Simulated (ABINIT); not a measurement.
**MoS₂: band-structure run (part 1 of 4)**

The run: band-structure run of MoS₂ (R3m, 3 atoms in the cell). Method and program: Kohn-Sham DFT of a periodic cell, PBE, spin-orbit coupling, JTH PAW PBE v2.0, no spin polarisation (ABINIT 10.8.3).

The structure derives from an entry of the Crystallography Open Database.

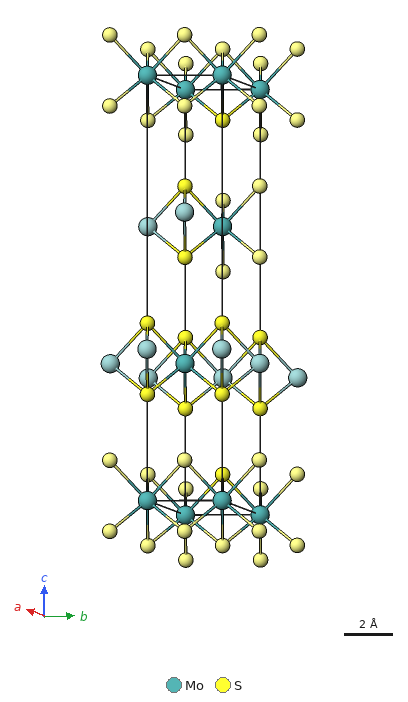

**Figure 1.** The structure as given in the input (ball-and-stick view of the cell 3 times as large as that of the calculation, set on its symmetry axes, seen at an oblique angle; neighbours outside the cell are drawn fainter). An atom can appear more than once, as a periodic image.

**Summary**

```csv
quantity,value
outcome,converged
space group (tolerance 0.01 Å),R3m (160)
electrons treated,26
free energy,−2437.9288 eV
Fermi energy,8.907 eV
gap on the k-point mesh,0.92 eV
gap on the band path,1.65 eV
pressure,5.37 GPa
largest force (length of the vector),0.534 eV/Å
hardware,"1 thread of Arm Neoverse V1, 24 GiB of memory available, shared host"
wall time,18 min
peak memory,0.36 GiB
```

**Notes**

The cell is under a pressure of 5.4 GPa at this level, so it is not at its equilibrium volume.

**Input**
```
# Datasets: ground state, then fixed potential
ndtset 2

# Pseudopotentials
pp_dirpath "./"
pseudos "Mo.GGA_PBE-JTH.xml, S.GGA_PBE-JTH.xml"

# Structure
acell 3*1.0 Angstrom
rprim
     1.5800000000     0.9122134253     6.1500000000
    -1.5800000000     0.9122134253     6.1500000000
     0.0000000000    -1.8244268506     6.1500000000
ntypat 2
znucl 42 16
natom 3
typat 1 2 2
xred
     0.0000000000     0.0000000000     0.0000000000
     0.4170000000     0.4170000000     0.4170000000
     0.2500000000     0.2500000000     0.2500000000

# Plane-wave basis
ecut 20.0
pawecutdg 40.0
pawxcdev 0

# Exchange and correlation
ixc 11

# Bands and occupations
occopt 3
tsmear 0.05 eV

# Spin
nspinor 2
nspden 1
pawspnorb 1

# SCF cycle
nstep 100

# Output
iomode 3
prtwf 0
prteig 0
prtebands 0
prtden1 1

# Dataset 1
kptopt1 4
ngkpt1 6 6 6
nshiftk1 1
shiftk1 0.0 0.0 0.0
nband1 34
tolvrs1 1.0e-9

# Dataset 2: bands along G-L-B1
iscf2 -2
getden2 1
nband2 46
nbdbuf2 8
tolwfr2 1.0e-11
kptopt2 -2
ndivsm2 8
prteig2 1
kptbounds2
     0.0000000000     0.0000000000     0.0000000000
     0.5000000000     0.0000000000     0.0000000000
     0.5000000000     0.1813340090    -0.1813340090
```

Run as:
```bash
abinit run.abi > log 2>&1
```

**The program's output**
```
.Version 10.8.3 of ABINIT
 DATASET    1 : space group R3 (#146); Bravais hR (rhombohedral)
================================================================================
 Values of the parameters that define the memory need for DATASET  1.
     intxc =       0    ionmov =       0      iscf =      17    lmnmax =      18
     lnmax =       6     mgfft =      50  mpssoang =       3    mqgrid =    3001
     natom =       3  nloc_mem =       2    nspden =       1   nspinor =       2
    nsppol =       1      nsym =       3    n1xccc =       1    ntypat =       2
    occopt =       3   xclevel =       2
       mpw =        1554          nfft =      125000          nkpt =          76
 PAW method is used; the additional fine FFT grid is defined by:
   mgfftf=        72    nfftf =    373248
================================================================================
================================================================================

 DATASET    2 : space group R3 (#146); Bravais hR (rhombohedral)
================================================================================
 Values of the parameters that define the memory need for DATASET  2.
     intxc =       0    ionmov =       0      iscf =      -2    lmnmax =      18
     lnmax =       6     mgfft =      50  mpssoang =       3    mqgrid =    3001
     natom =       3  nloc_mem =       2    nspden =       1   nspinor =       2
    nsppol =       1      nsym =       3    n1xccc =       1    ntypat =       2
    occopt =       3   xclevel =       2
       mpw =        1554          nfft =      125000          nkpt =          22
 PAW method is used; the additional fine FFT grid is defined by:
   mgfftf=        72    nfftf =    373248
================================================================================
================================================================================

--------------------------------------------------------------------------------
------------- Echo of variables that govern the present computation ------------
--------------------------------------------------------------------------------
 -outvars: echo values of preprocessed input variables --------
            acell      1.8897261259E+00  1.8897261259E+00  1.8897261259E+00 Bohr
              amu      9.59400000E+01  3.20660000E+01
             ecut      2.00000000E+01 Hartree
           getden1          0
           getden2          1
             iscf1         17
             iscf2         -2
                       outvar_i_n : Printing only first  50 k-points.
              ixc          11
           jdtset        1    2
                       outvar_i_n : Printing only first  50 k-points.
           kptopt1          4
           kptopt2         -2
         kptrlatt        6    0    0      0    6    0      0    0    6
          kptrlen1     3.58292073E+01
          kptrlen2     3.00000000E+01
            natom           3
            nband1         34
            nband2         46
           nbdbuf1          0
           nbdbuf2          8
           ndtset           2
           ndivsm1          0
           ndivsm2          8
            ngfft          50      50      50
          ngfftdg          72      72      72
             nkpt1         76
             nkpt2         22
          nspinor           2
            nstep         100
             nsym           3
           ntypat           2
                       prtocc : prtvol=0, do not print more k-points.
           occopt           3
        pawcpxocc           2
        pawecutdg      4.00000000E+01 Hartree
        pawspnorb           1
         pawxcdev           0
        prtebands           0
           prteig1          0
           prteig2          1
            prtwf           0
            rprim      1.5800000000E+00  9.1221342530E-01  6.1500000000E+00
                      -1.5800000000E+00  9.1221342530E-01  6.1500000000E+00
                       0.0000000000E+00 -1.8244268506E+00  6.1500000000E+00
           shiftk1     0.00000000E+00  0.00000000E+00  0.00000000E+00
           shiftk2     5.00000000E-01  5.00000000E-01  5.00000000E-01
          spgroup         146
           tolvrs1     1.00000000E-09
           tolvrs2     0.00000000E+00
           tolwfr1     0.00000000E+00
           tolwfr2     1.00000000E-11
           tsmear      1.83746611E-03 Hartree
            typat      1  2  2
           useylm           1
                       outvars : Printing only first  50 k-points.
           xangst      0.0000000000E+00  0.0000000000E+00  0.0000000000E+00
                      -3.8351262239E-17 -2.6932164767E-17  7.6936500000E+00
                       0.0000000000E+00  0.0000000000E+00  4.6125000000E+00
            xcart      0.0000000000E+00  0.0000000000E+00  0.0000000000E+00
                      -7.2473382215E-17 -5.0894415388E-17  1.4538891409E+01
                       0.0000000000E+00  0.0000000000E+00  8.7163617557E+00
             xred      0.0000000000E+00  0.0000000000E+00  0.0000000000E+00
                       4.1700000000E-01  4.1700000000E-01  4.1700000000E-01
                       2.5000000000E-01  2.5000000000E-01  2.5000000000E-01
            znucl       42.00000   16.00000

================================================================================

 chkinp: Checking input parameters for consistency, jdtset=   1.

 chkinp: Checking input parameters for consistency, jdtset=   2.

================================================================================
== DATASET  1 ==================================================================

--- !DatasetInfo
iteration_state: {dtset: 1, }
dimensions: {natom: 3, nkpt: 76, mband: 34, nsppol: 1, nspinor: 2, nspden: 1, mpw: 1554, }
cutoff_energies: {ecut:  20.0, pawecutdg:  40.0, }
electrons: {nelect:   2.60000000E+01, charge:   0.00000000E+00, occopt:   3.00000000E+00, tsmear:   1.83746611E-03, }
meta: {optdriver: 0, ionmov: 0, optcell: 0, iscf: 17, paral_kgb: 0, }
...

 Exchange-correlation functional for the present dataset will be:
  GGA: Perdew-Burke-Ernzerhof functional - ixc=11
  J.P.Perdew, K.Burke, M.Ernzerhof, PRL 77, 3865 (1996)

 Real(R)+Recip(G) space primitive vectors, cartesian coordinates (Bohr,Bohr^-1):
 R(1)=  2.9857673  1.7238335 11.6218157  G(1)=  0.1674611  0.0966837  0.0286817
 R(2)= -2.9857673  1.7238335 11.6218157  G(2)= -0.1674611  0.0966837  0.0286817
 R(3)=  0.0000000 -3.4476671 11.6218157  G(3)=  0.0000000 -0.1933675  0.0286817
 Unit cell volume ucvol=  3.5890253E+02 bohr^3
 Angles (23,13,12)=  2.85174998E+01  2.85174998E+01  2.85174998E+01 degrees

 Coarse grid specifications (used for wave-functions):

 getcut: wavevector=  0.0000  0.0000  0.0000  ngfft=  50  50  50
         ecut(hartree)=     20.000   => boxcut(ratio)=   2.04882

 Fine grid specifications (used for densities):

 getcut: wavevector=  0.0000  0.0000  0.0000  ngfft=  72  72  72
         ecut(hartree)=     40.000   => boxcut(ratio)=   2.08681

--- Pseudopotential description ------------------------------------------------
- pspini: atom type   1  psp file is ./Mo.GGA_PBE-JTH.xml
 Pseudopotential format is: paw10
 basis_size (lnmax)=  6 (lmn_size= 18), orbitals=   0   0   1   1   2   2
 Spheres core radius: rc_sph= 2.20740211
 Shapefunction is SIN type: shapef(r)=[sin(pi*r/rshp)/(pi*r/rshp)]**2
 Radius for shape functions =  1.91008465
 Compensation charge density is not taken into account in XC energy/potential

- pspini: atom type   2  psp file is ./S.GGA_PBE-JTH.xml
 Pseudopotential format is: paw10
 basis_size (lnmax)=  4 (lmn_size=  8), orbitals=   0   0   1   1
 Spheres core radius: rc_sph= 1.90380259
 Shapefunction is SIN type: shapef(r)=[sin(pi*r/rshp)/(pi*r/rshp)]**2
 Radius for shape functions =  1.40128485
 Compensation charge density is not taken into account in XC energy/potential

   8.88596673E+02                                ecore*ucvol(ha*bohr**3)
--------------------------------------------------------------------------------

================================================================================

--- !BeginCycle
iteration_state: {dtset: 1, }
solver: {iscf: 17, nstep: 100, nline: 4, wfoptalg: 10, }
tolerances: {tolvrs: 1.00E-09, }
...

     iter   Etot(hartree)      deltaE(h)  residm     nres2
 ETOT  1  -89.206802982042    -8.921E+01 1.636E+00 5.319E+01
 ETOT  2  -89.601292926375    -3.945E-01 9.259E-02 1.262E+01
 ETOT  3  -89.593075398887     8.218E-03 4.747E-02 2.892E+00
 ETOT  4  -89.592280250545     7.951E-04 3.118E-03 2.283E-01
 ETOT  5  -89.592232080364     4.817E-05 7.838E-04 3.653E-02
 ETOT  6  -89.592222357720     9.723E-06 7.420E-05 5.936E-03
 ETOT  7  -89.592227868702    -5.511E-06 2.418E-05 5.165E-04
 ETOT  8  -89.592228961365    -1.093E-06 3.743E-06 6.949E-05
 ETOT  9  -89.592229218435    -2.571E-07 1.848E-06 5.621E-06
 ETOT 10  -89.592229223462    -5.026E-09 2.259E-07 6.704E-07
 ETOT 11  -89.592229225690    -2.228E-09 1.144E-07 1.407E-07
 ETOT 12  -89.592229225715    -2.569E-11 1.386E-08 1.746E-08
 ETOT 13  -89.592229225816    -1.003E-10 7.048E-09 3.278E-09
 ETOT 14  -89.592229225824    -8.058E-12 8.564E-10 2.794E-10

 At SCF step   14       nres2   =  2.79E-10 < tolvrs=  1.00E-09 =>converged.

 Cartesian components of stress tensor (hartree/bohr^3)
  sigma(1 1)= -1.56033307E-04  sigma(3 2)=  0.00000000E+00
  sigma(2 2)= -1.56033307E-04  sigma(3 1)=  0.00000000E+00
  sigma(3 3)= -2.35712472E-04  sigma(2 1)=  0.00000000E+00

--- !ResultsGS
iteration_state: {dtset: 1, }
comment   : Summary of ground state results
lattice_vectors:
- [  2.9857673,   1.7238335,  11.6218157, ]
- [ -2.9857673,   1.7238335,  11.6218157, ]
- [  0.0000000,  -3.4476671,  11.6218157, ]
lattice_lengths: [  12.12242,   12.12242,   12.12242, ]
lattice_angles: [ 28.517,  28.517,  28.517, ] # degrees, (23, 13, 12)
lattice_volume:   3.5890253E+02
convergence: {deltae: -8.058E-12, res2:  2.794E-10, residm:  8.564E-10, diffor: null, }
etotal    :  -8.95922292E+01
entropy   :   0.00000000E+00
fermie    :   3.27311520E-01
cartesian_stress_tensor: # hartree/bohr^3
- [ -1.56033307E-04,   0.00000000E+00,   0.00000000E+00, ]
- [  0.00000000E+00,  -1.56033307E-04,   0.00000000E+00, ]
- [  0.00000000E+00,   0.00000000E+00,  -2.35712472E-04, ]
pressure_GPa:   5.3721E+00
xred      :
- [  0.0000E+00,   0.0000E+00,   0.0000E+00, Mo]
- [  4.1700E-01,   4.1700E-01,   4.1700E-01,  S]
- [  2.5000E-01,   2.5000E-01,   2.5000E-01,  S]
cartesian_forces: # hartree/bohr
- [ -1.29601928E-18,   1.06536284E-19,   1.69475387E-03, ]
- [  1.78638134E-19,  -1.96966400E-18,   8.68217558E-03, ]
- [  1.11738115E-18,   1.86312772E-18,  -1.03769294E-02, ]
force_length_stats: {min:   1.69475387E-03, max:   1.03769294E-02, mean:   6.91795297E-03, }
...

 Integrated electronic density in atomic spheres:
 ------------------------------------------------
 Atom  Sphere_radius  Integrated_density
    1        2.20740         11.30443589
    2        1.90380          3.60810866
    3        1.90380          3.61364538

================================================================================

 ----iterations are completed or convergence reached----

 Mean square residual over all n,k,spin=   15.886E-13; max=  85.637E-11
 reduced coordinates (array xred) for    3 atoms
       0.000000000000      0.000000000000      0.000000000000
       0.417000000000      0.417000000000      0.417000000000
       0.250000000000      0.250000000000      0.250000000000
 rms dE/dt=  9.1494E-02; max dE/dt=  1.2074E-01; dE/dt below (all hartree)
    1      -0.019549959077     -0.019549959077     -0.019549959077
    2      -0.100756486319     -0.100756486319     -0.100756486319
    3       0.120744919299      0.120744919299      0.120744919299

 cartesian coordinates (angstrom) at end:
    1      0.00000000000000     0.00000000000000     0.00000000000000
    2     -0.00000000000000    -0.00000000000000     7.69365000000000
    3      0.00000000000000     0.00000000000000     4.61250000000000

 cartesian forces (hartree/bohr) at end:
    1     -0.00000000000000     0.00000000000000     0.00169475386601
    2      0.00000000000000    -0.00000000000000     0.00868217558380
    3      0.00000000000000     0.00000000000000    -0.01037692944981
 frms,max,avg= 4.5452421E-03 1.0376929E-02   0.000E+00  0.000E+00 -1.258E-05 h/b
```
